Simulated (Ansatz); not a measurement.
Given this structure:

```
CELL_PARAMETERS angstrom
7.02276 0.00000 0.00000
0.00000 4.05472 0.00000
-2.34106 0.00000 3.31061
ATOMIC_POSITIONS crystal
Al 0.25000 0.50000 0.29316
Al 0.25000 0.00000 0.70684
Cu 0.50000 0.00000 0.50000
Al 0.75000 0.00000 0.29316
Al 0.75000 0.50000 0.70684
Cu 0.00000 0.50000 0.50000
```

### Interpret the file: composition, symmetry and coordination.

The structure is one of Al2Cu. It belongs to space group C2/m (No. 12) and has a base-centred monoclinic lattice. Content of the cell: 4 Al, 2 Cu (Z = 2).

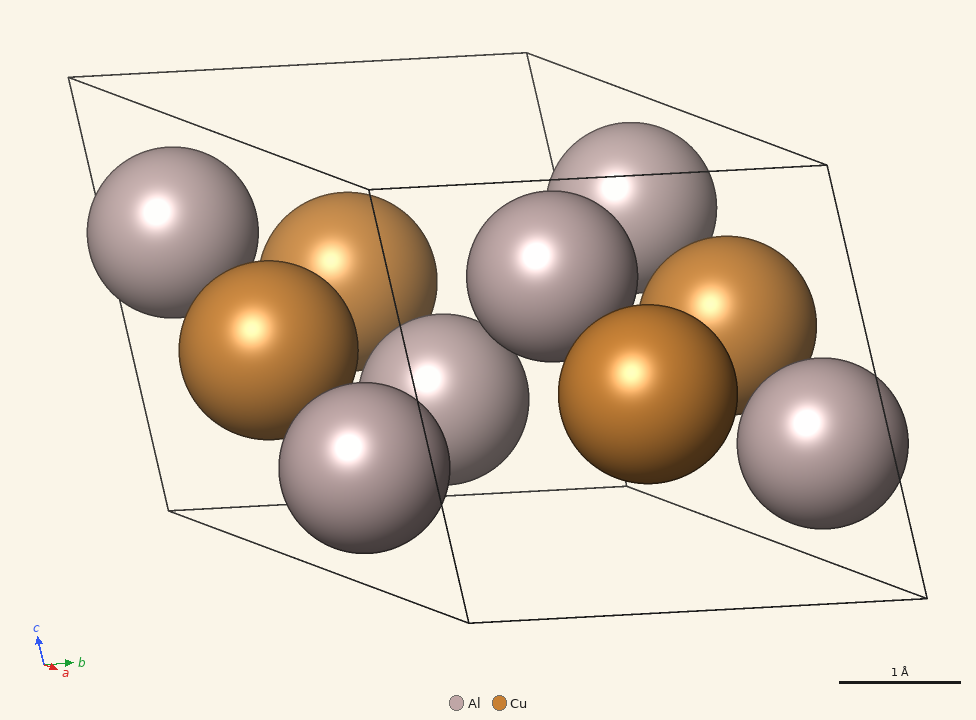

Shown here is a spheres-only view of the crystal, taken slightly off an axis. One conventional unit cell is framed, with atoms on its boundary repeated. Colours: aluminium light grey, copper orange.

It goes back to a structure listed in the Materials Project. The cell was then strained or its atoms displaced on purpose. Ansatz was used for an electronic-structure calculation on it.

At this level of theory the run's own cell isn't at rest (forces up to 1.6 eV/Å), so its distances can differ from those at equilibrium, the more so the softer the solid.
